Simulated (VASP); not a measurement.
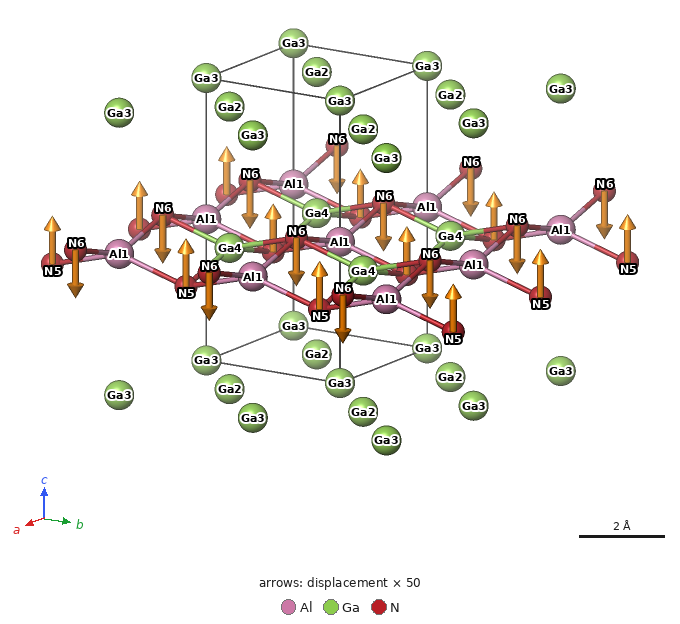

This is a relaxation of solid AlGa3N2 (a generated structure, set up in P-4m2). The starting structure is drawn; orange arrows show the displacements (the part carried along by the change of the cell is left out), magnified 50 times.

A ball-and-stick model of the cell of the calculation, repeated 2 × 2 × 1 with one cell outlined, seen from a free direction.

The run lets cell and atoms move.

These are results of Kohn-Sham DFT of a periodic cell, PBE, VASP PAW PBE potentials, recommended (VASP), not measurements.

Input file:
```
SYSTEM = AlGa3N2
PREC = Accurate
ENCUT = 520
EDIFF = 1E-6
ISMEAR = 0
SIGMA = 0.1
LREAL = .False.
LASPH = .True.
NELM = 120
ALGO = Normal
ISIF = 3
LWAVE = .False.
LCHARG = .False.
GGA = PE
IBRION = 2
NSW = 90
EDIFFG = -0.01
KPAR = 4
```

Run as
```bash
cat potpaw_PBE.64/Al/POTCAR potpaw_PBE.64/Ga_d/POTCAR potpaw_PBE.64/N/POTCAR > POTCAR
mpirun -np 4 vasp_std > vasp.out
```

Q: Atoms of which element are displaced furthest, and by how much?

A: Nitrogen: up to 0.024 Å, against 0.000 Å for aluminium.

Q: Describe the change and its energy.

A: Over 16 geometry steps the energy falls by 4.7 meV per atom. Largest force component: 0.054 eV/Å at the start, 0.00079 eV/Å at the end. The pressure goes from 0.80 to −0.04 GPa. The largest moves relative to the cell, 0.024 Å, are those of N5 and N6. N6 goes along −c. Al and Ga stay in place. The volume changes by +9.6 %, with a = b 3.773 → 3.744 Å (−0.8 %), c 6.916 → 7.697 Å (+11.3 %). Some distances before and after: Al1–N5 1.957 → 1.953 Å, Ga4–N5 1.957 → 1.953 Å. Bond angles that change, for instance: N5–Al1–N5 149.1° → 146.9°, N5–Ga4–N5 149.1° → 146.9°, Al1–N6–Al1 149.1° → 146.9°. The space group stays P-4m2 (No. 115).
